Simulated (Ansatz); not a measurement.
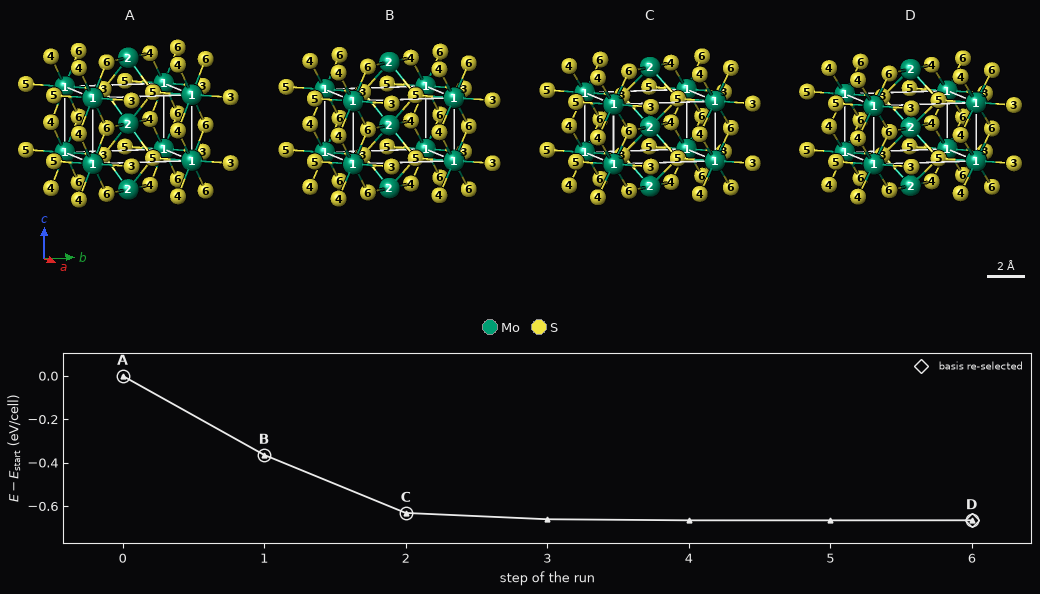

Frames of a relaxation of solid MoS2 (built on the rutile_136 type), marked on the history of the run. The picture is a ball-and-stick view of the cell of the calculation, seen slightly off an axis.

Case: rutile type (P4_2/mnm, No. 136).

Computed with Ansatz 0.2.0, DFT PBE, scalar-relativistic, plane waves, PAW. Set-up: plane-wave cutoff 420 eV; k-point mesh 8 × 8 × 10; occupations gaussian; smearing width 0.1 eV; collinear spin; cell and atoms relaxed; force threshold 0.01 eV/Å; at most 80 steps.

What happens along the run?

The largest moves relative to the cell, 0.16 Å, are those of S3, S4, S5 and S6. S5 goes along [1 1 0]. Mo stays in place. The drawn cell changes as follows: a = b 5.671 → 5.870 Å (+3.5 %), c 3.653 → 3.236 Å (−11.4 %); the volume changes by −5.1 %. Some distances before and after: Mo1–S3 2.454 → 2.384 Å. Among the angles between lasting bonds that change: S4–Mo1–S4 99.1° → 84.9°, S4–Mo1–S6 80.9° → 95.1°, Mo2–S3–Mo2 99.1° → 84.9°. The space group stays P4_2/mnm (No. 136). Over 5 accepted moves (6 points after the start) the energy falls by 0.665 eV per cell of the calculation. The largest force component goes from 0.3 to 0.00064 eV/Å. The pressure goes from −0.60 to 0.01 GPa. The SCF was repeated once at an unchanged geometry on a basis and grid sized afresh for the cell, which shifted the energy by 0.3 meV per cell of the calculation at most. The program noted that the starting moments weren't kept. Cost: 6.7 min on 1 thread of Arm Neoverse V1, with other jobs on the host, peak memory 0.74 GiB. From step 0 to 1: S atoms move most (0.07 Å), volume −0.9 %, energy −0.364 eV per cell of the calculation. From step 1 to 2: S atoms move most (0.08 Å), volume −3.4 %, energy −0.267 eV per cell of the calculation. From step 2 to 6: volume −0.9 %, energy −33.9 meV per cell of the calculation.

```json
{"step": "0", "E − E(0), meV/atom": "0.00", "largest force component, eV/Å": "0.2960", "pressure, GPa": "-0.60", "volume, Å³/atom": "19.582", "note": ""}
{"step": "1", "E − E(0), meV/atom": "-60.65", "largest force component, eV/Å": "0.3078", "pressure, GPa": "-2.93", "volume, Å³/atom": "19.409", "note": ""}
{"step": "2", "E − E(0), meV/atom": "-105.21", "largest force component, eV/Å": "0.1507", "pressure, GPa": "-0.96", "volume, Å³/atom": "18.757", "note": ""}
{"step": "3", "E − E(0), meV/atom": "-110.06", "largest force component, eV/Å": "0.0512", "pressure, GPa": "0.84", "volume, Å³/atom": "18.461", "note": ""}
{"step": "4", "E − E(0), meV/atom": "-110.89", "largest force component, eV/Å": "0.0077", "pressure, GPa": "-0.15", "volume, Å³/atom": "18.607", "note": ""}
{"step": "5", "E − E(0), meV/atom": "-110.90", "largest force component, eV/Å": "0.0005", "pressure, GPa": "0.01", "volume, Å³/atom": "18.587", "note": ""}
{"step": "6", "E − E(0), meV/atom": "-110.85", "largest force component, eV/Å": "0.0006", "pressure, GPa": "0.01", "volume, Å³/atom": "18.587", "note": "same geometry, new basis"}
```
